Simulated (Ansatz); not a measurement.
# KCl (Sylvite): a many-body input that goes wrong, and its mend

Aim: the G0W0 gap of KCl (Sylvite). The first input has a fault.

Main program and level: Ansatz 0.2.0; G0W0 on PBE, plane waves, PAW.

## Step 1: The structure

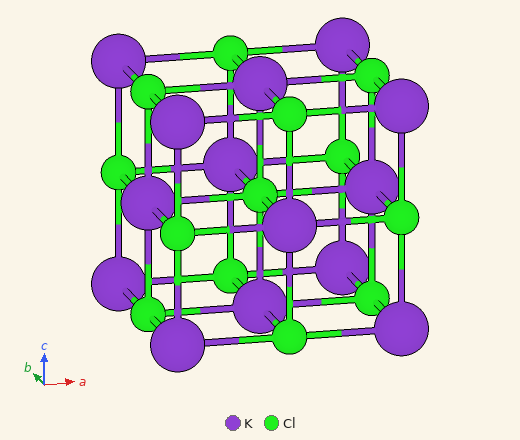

The starting structure, seen slightly off an axis (potassium purple, chlorine green). This picture shows the conventional cell, with its axes. Some periodic images of atoms are drawn too.

The cell and positions come from the Crystallography Open Database and are kept as given unless a step says otherwise. The default PAW set here is soft_2. Its files were made with PBE.

## Step 2: First try

File input.yaml:

```yaml
crystal:
  lattice:
    - [0.0, 3.14647, 3.14647]
    - [3.14647, 0.0, 3.14647]
    - [3.14647, 3.14647, 0.0]
  atoms:
    - { symbol: K, position: [0.0, 0.0, 0.0] }
    - { symbol: Cl, position: [0.5, 0.5, 0.5] }
kpoints:
  mp_grid: { grid: [4, 4, 4] }
hamiltonian:
  xc: pbe
scf:
  occupations: { method: fixed }
gw:
  n_empty_bands: 4
  ecut_chi: 40
  qp_bands: [v2, c2]
  qp_kpoints: band_edges
  screening: { model: contour_deformation }
```

Started as:

```sh
> ansatz run input.yaml --threads 3 --pin off --max-ram 92160MiB --backend cuda --events-out ev --progress --plain --runs-dir out --devices 1 --max-vram 13GiB
```

Numbers of over 12 decimals in the logs are rounded to 6 here.

What it wrote:

```text
GPUs: using 1 of 1 available (devices: 1).
Engine: ansatz 0.2.0, x86_64-unknown-linux-gnu
Pseudopotentials: kind: paw
Pseudopotential: K, paw, valence charge 9, recommended cutoff 420 eV (normal), K.paw.azcp
Pseudopotential: Cl, paw, valence charge 7, recommended cutoff 420 eV (normal), Cl.paw.azcp
Functional definition: PBE
  parameter kappa = 0.804
  parameter beta = 0.066725
  exchange = pbe_x(kappa = kappa, mu = beta*pi^2/3)
  correlation = pbe_c(beta = beta)
device memory: the entry about to start is reckoned to put 0.8 GiB on a device that reports 57.3 GiB free (of which the cap on the GPU budget leaves the run 13.0 GiB)
GPU FFT provider: cuFFT
GPU libraries: cuBLAS 13.8.2, cuFFT 12.4.0, cuSOLVER 12.3.4
Crystal: 2 atoms, lattice volume = 62.302 Å³
Basis set: ecut = 420 eV, 1243 PW (Γ)
Bands: 12, of which v1, the nominal top of the filled ones, is band 8 counted from 1 (7 counted from 0)
Symmetry: 48 space group operations
Space group: Fm-3m (ITA 225), of the structure as read, at distance tolerance 4.0e-5 Å
k-points: 8 of 64
Non-local potential: K, projectors of the file, l = 0: 3, l = 1: 2, l = 2: 2
Non-local potential: Cl, projectors of the file, l = 0: 2, l = 1: 2, l = 2: 2
PAW form: soft (Blöchl's): semilocal exchange-correlation on the pseudo side does not see the compensation charge
PAW one-centre angular grid: K, 110 points (default); XC on 64 Gauss nodes
PAW one-centre angular grid: Cl, 110 points (default); XC on 64 Gauss nodes
Initial density: superposition of atomic densities (neutral atoms: chi_scale 0, normalization atom), corrected by the library's trained network
Initial wavefunctions: pseudopotential atomic-orbital guess
GPU buffer pool allocated for 27000 grid points (all kernels)
GPU transforms: local potential and band sums: pruned to the plane-wave sphere, on 30×30×30
Functional: x = pbe(κ = 0.804, μ = 0.219515), c = pbe(β = 0.066725)
SCF iter   1: F=—  HF=-2621.220130 eV  |F-HF|=—  |Δ(HF+E_count)|=         —  Δρ=2.11e-4  dr2=1.54e-5  ethr=1.77e-3  ⟨swp⟩=4.4  Hψ=520  notcnv=0  defer=12
preconditioner: auto → none  [insulator: Δε(μ)=5.182 eV  Ē_g=15.281 eV  n_scr=14 (ndim 8)  ℏωp=17.6 eV  f_vac=0.081  ε∞_Penn≈2.3]
SCF iter   2: F=—  HF=-2621.219890 eV  |F-HF|=—  |Δ(HF+E_count)|=   2.40e-4  Δρ=2.71e-4  dr2=6.80e-5  ethr=9.63e-8  ⟨swp⟩=3.4  Hψ=295  notcnv=0  defer=13
SCF iter   3: F=—  HF=-2621.219875 eV  |F-HF|=—  |Δ(HF+E_count)|=   1.44e-5  Δρ=1.55e-4  dr2=2.10e-5  ethr=9.63e-8  ⟨swp⟩=2.0  Hψ=128  notcnv=0  defer=13
SCF iter   4: F=—  HF=-2621.219873 eV  |F-HF|=—  |Δ(HF+E_count)|=   2.09e-6  Δρ=5.52e-5  dr2=2.56e-6  ethr=9.63e-8  ⟨swp⟩=2.0  Hψ=152  notcnv=0  defer=14
SCF iter   5: F=—  HF=-2621.219872 eV  |F-HF|=—  |Δ(HF+E_count)|=   6.82e-7  Δρ=2.19e-5  dr2=3.97e-7  ethr=1.60e-8  ⟨swp⟩=2.0  Hψ=117  notcnv=0  defer=14
SCF iter   6: F=-2621.219872 eV  HF=-2621.219872 eV  |F-HF|=3.07e-8  |Δ(HF+E_count)|=   1.20e-7  Δρ=6.80e-6  dr2=3.83e-8  ethr=6.25e-10  ⟨swp⟩=4.4  Hψ=435  notcnv=0
SCF 1 converged in 6 iterations: F = -2621.219872 eV  dr2 = 3.83e-8
[...]
device memory: the entry about to start is reckoned to put 1.2 GiB on a device that reports 57.3 GiB free (of which the cap on the GPU budget leaves the run 13.0 GiB)
NSCF: frozen V_eff on 8 k-points
[...]
device memory: the entry about to start is reckoned to put 0.8 GiB on a device that reports 57.7 GiB free (of which the cap on the GPU budget leaves the run 13.0 GiB)
NSCF: frozen V_eff on 8 k-points
G₀W₀ screening: q 1/8
[... further progress lines ...]
device memory: the entry about to start is reckoned to put 0.3 GiB on a device that reports 59.3 GiB free (of which the cap on the GPU budget leaves the run 13.0 GiB)
NSCF: frozen V_eff on 1 k-points
SCF converged after 6 iterations
Free energy (F): -2621.219872 eV
Harris-Foulkes:  -2621.219872 eV  (|F-HF|=3.07e-8)
Internal energy: -2621.219872 eV  (E = F + TS)
E sigma→0 (E₀):  -2621.219872 eV
Fermi energy:    0.853681 eV
--- Per-component energies (eV) ---
  E_band       = -131.537324
  E_kinetic    = 416.295583
  E_local      = -835.243276  (includes V_loc(G=0)·N_el)
  E_nonlocal   = 41.058505
  E_hartree    = 280.134008
  E_xc         = -243.261756
  E_vxc        = -288.141458  (∫ρ·V_xc dr)
  E_paw        = -1441.182376  (= ΣΔE_a)
  E_vpaw       = -25.772280  (= ΣTr[D̂ρ^β])
  E_aug_tail   = 0.000085  (compensation charges beyond the density's cutoff)
  E_ewald      = -839.020646
  E_smearing   = -0.000000  (= −TS)
  E_closure    = 0.000000  (closes the sum)
  Σ components = -2621.219872   (vs F -2621.219872, Δ=0.00e0)
--- Band table (eV; the first three rows and the last of 8) ---
  k-point 0: bands = [... 4 lower, -9.7997, 0.8537, 0.8537, 0.8537, 6.0426, 9.2168, 9.2168, 9.2168]
  k-point 1: bands = [... 4 lower, -9.6738, 0.2677, 0.6853, 0.6853, 7.2988, 9.0094, 9.9621, 9.9621]
  k-point 2: bands = [... 4 lower, -9.5596, -0.1989, 0.5285, 0.5285, 8.4347, 9.4560, 11.3516, 11.3516]
  k-point 7: bands = [... 4 lower, -9.7107, 0.3673, 0.3817, 0.3817, 8.8818, 8.8818, 10.2917, 10.7063]
--- G₀W₀: contour deformation, 5 samples at zero and on the imaginary axis and 2 off it, 64 q-points, 4 empty bands' worth ---
  eigenvalues of the whole cell's RPA ε∞ on this k-mesh (on a slab, of 1 + 4πα/V) = 1.8943, 1.8943, 1.8943; static W/v taken at q = 0 is 0.527895
  bands read: the sum over 12 bands ends inside a degenerate multiplet in 1 slot, whose members it reads at an even weight; the widest, k=3: bands 12 to 13 (counted from 1) at 1/2 each
  gw.qp_kpoints: band_edges: 8 of 8 stored k-points solved, in 1 pass; an edge of the gap read off the rows below is read off those points alone
  `?` marks the rows in doubt; gw_qp.tsv's column doubts and the gw_qp event give each row's grounds
    ik  band        ε_KS         Σx   Σc(E_QP)       V_xc       Z   E_QP_lin       E_QP  E_QP is
     0     7      0.8537   -20.8086     2.9018   -16.3627  0.8276    -0.7296    -0.6904  root
     0     8      0.8537   -20.8086     2.9018   -16.3627  0.8276    -0.7296    -0.6904  root
     0     9      6.0426    -4.2173    -1.7387    -7.9235  0.8903     8.0469     8.0101  root
     0    10      9.2168    -4.2390    -1.7095    -9.1828  0.8994    12.5783    12.4510  root ?
     1     7      0.6853   -20.4939     2.9110   -16.0092  0.8257    -0.9301    -0.8883  root
     1     8      0.6853   -20.4939     2.9110   -16.0092  0.8257    -0.9301    -0.8883  root
     1     9      7.2988    -4.8886    -1.7238    -8.7549  0.8862     9.4904     9.4412  root
     1    10      9.0094    -4.2258    -1.7428    -8.8044  0.8910    11.9484    11.8451  root ?
     2     7      0.5285   -20.2341     2.9263   -15.7049  0.8238    -1.1191    -1.0744  root
     2     8      0.5285   -20.2341     2.9263   -15.7049  0.8238    -1.1191    -1.0744  root
     2     9      8.4347    -3.7763    -1.6822    -7.5987  0.8907    10.6263    10.5748  root
     2    10      9.4560    -5.6962    -1.9864   -10.4366  0.8704    12.3358    12.2099  root ?
     3     7      0.7244   -20.6288     2.9062   -16.1393  0.8265    -0.9009    -0.8588  root
     3     8      0.7244   -20.6288     2.9062   -16.1393  0.8265    -0.9009    -0.8588  root
     3     9      7.4981    -4.8466    -1.7271    -8.8575  0.8876     9.8388     9.7818  root
     3    10      8.0938    -3.5355    -1.7226    -7.8844  0.8941    10.7964    10.7201  root
     4     7      0.4560   -20.1759     2.9201   -15.6122  0.8240    -1.2349    -1.1876  root
[...]
6    10      9.1919    -4.4950    -1.6081    -9.0146  0.9020    12.1989    12.1034  root
     7     7      0.3817   -20.1252     2.9148   -15.5257  0.8240    -1.3532    -1.3030  root
     7     8      0.3817   -20.1252     2.9148   -15.5257  0.8240    -1.3532    -1.3030  root
     7     9      8.8818    -4.2775    -1.7895    -8.6986  0.8856    11.6040    11.5135  root
     7    10      8.8818    -4.2775    -1.7895    -8.6986  0.8856    11.6040    11.5135  root
```

Run time: 4.9 s. Hardware: 1 × NVIDIA H100 80GB HBM3 (shared by 6 runs) with 3 threads of AMD EPYC 7R13 (Zen 3), shared host; peak memory 0.98 GiB; 3.9 s of CPU time.

**What went wrong?**

The run ended normally, though the input holds a fault or crude settings.

The fault: four empty bands in G0W0. The sums over empty states are cut off almost at the gap, so screening and correlation are far from complete.

It printed a gap of 8.70 eV, which is an artefact of the settings.

## Step 3: A better input

G0W0 replaces the xc potential by the self-energy, built once from these orbitals. Only a window of levels is corrected, while the sums run over the empty bands that the input names.

Changes to input.yaml since step 2:

```diff
@@ -15,4 +15,4 @@
 gw:
-  n_empty_bands: 4
-  ecut_chi: 40
+  n_empty_bands: 185
+  ecut_chi: 120
   qp_bands: [v2, c2]
```

What it wrote:

```text
GPUs: using 1 of 1 available (devices: 1).
[...]
GPU FFT provider: cuFFT
GPU libraries: cuBLAS 13.8.2, cuFFT 12.4.0, cuSOLVER 12.3.4
Crystal: 2 atoms, lattice volume = 62.302 Å³
Basis set: ecut = 420 eV, 1243 PW (Γ)
Bands: 12, of which v1, the nominal top of the filled ones, is band 8 counted from 1 (7 counted from 0)
[... 1 set-up line as in the run before ...]
[...]
k-points: 8 of 64
[...]
GPU buffer pool allocated for 27000 grid points (all kernels)
[...]
SCF iter   1: F=—  HF=-2621.220130 eV  |F-HF|=—  |Δ(HF+E_count)|=         —  Δρ=2.11e-4  dr2=1.54e-5  ethr=1.77e-3  ⟨swp⟩=4.4  Hψ=520  notcnv=0  defer=12
[...]
SCF iter   6: F=-2621.219872 eV  HF=-2621.219872 eV  |F-HF|=3.07e-8  |Δ(HF+E_count)|=   1.20e-7  Δρ=6.80e-6  dr2=3.83e-8  ethr=6.25e-10  ⟨swp⟩=4.4  Hψ=435  notcnv=0
SCF 1 converged in 6 iterations: F = -2621.219872 eV  dr2 = 3.83e-8
[...]
0     7      0.8537   -20.8086     2.4583   -16.3627  0.8008    -1.1828    -1.1340  root
     0     8      0.8537   -20.8086     2.4583   -16.3627  0.8008    -1.1828    -1.1340  root
     0     9      6.0426    -4.2173    -3.0044    -7.9235  0.8683     6.7479     6.7444  root
     0    10      9.2168    -4.2390    -3.3558    -9.1828  0.8604    10.8274    10.8047  root
     1     7      0.6853   -20.4939     2.4760   -16.0092  0.8003    -1.3747    -1.3233  root
     1     8      0.6853   -20.4939     2.4760   -16.0092  0.8003    -1.3747    -1.3233  root
     1     9      7.2988    -4.8886    -3.0689    -8.7549  0.8608     8.1011     8.0962  root
     1    10      9.0094    -4.2258    -3.2648    -8.8044  0.8579    10.3390    10.3231  root
[...]
7     7      0.3817   -20.1252     2.5203   -15.5257  0.8009    -1.7552    -1.6976  root
     7     8      0.3817   -20.1252     2.5203   -15.5257  0.8009    -1.7552    -1.6976  root
     7     9      8.8818    -4.2775    -3.2159    -8.6986  0.8568    10.1004    10.0870  root
     7    10      8.8818    -4.2775    -3.2159    -8.6986  0.8568    10.1004    10.0870  root
[key lines of the parts left out:]
SCF converged after 6 iterations
Free energy (F): -2621.219872 eV
Fermi energy:    0.853681 eV
```

The job ended after 12 s (1 × NVIDIA H100 80GB HBM3 (shared by 6 runs) with 3 threads; peak memory 1.1 GiB).

This step gave:

```
bands summed                                 : 193
RPA ε∞ on this mesh (eigenvalues)            : 2.174, 2.174, 2.174
plane waves in the screening matrix          : 169
q-points in the mesh                         : 64
G0W0 gap on the mesh                         : 7.878 eV
k of the valence top                         : 0, 0, 0
k of the conduction bottom                   : 0, 0, 0
starting gap on the mesh                     : 5.189 eV
Z at the valence top                         : 0.8008
Z at the conduction bottom                   : 0.8683
least direct G0W0 gap on the computed points : 7.878 eV
```

The gap on the mesh goes from 5.19 eV to 7.88 eV, a correction of +2.69 eV. Between the two edge states, bare exchange in place of the xc potential would open the gap by 8.15 eV, and correlation takes back 5.46 eV.

## Step 4: Outcome

```json
{
 "first try": "converged after 4.9 s",
 "better run": "G0W0 gap on the mesh 7.88 eV (4×4×4 mesh, 185 empty bands, screening to 120 eV)"
}
```

What this shows: The second run differs in: empty bands and screening cutoff (eV). Bands and cutoff are finite, so the gap is not at the basis limit. The miss can reach some tenths of an eV and take either sign; the mesh is an error of its own.

[Paths, hosts, dates, memory and timing lines, banners, echoed tables and standing remarks are left out of the program output.]

[Logs are printed without paths, hosts, clocks, repeated set-up lines and the standing remarks that a program may print on its own settings, such as how far it seeks lower states.]

[Runs of the session that timed out or met a known fault of the program may be left out.]

[Cells called generated may have been cut or substituted from an entry of the Crystallography Open Database or the Materials Project.]

[Hosts, paths, dates, database ids (printed as entryN), source tags and the programs' standing remarks are cut or masked in the printed files.]
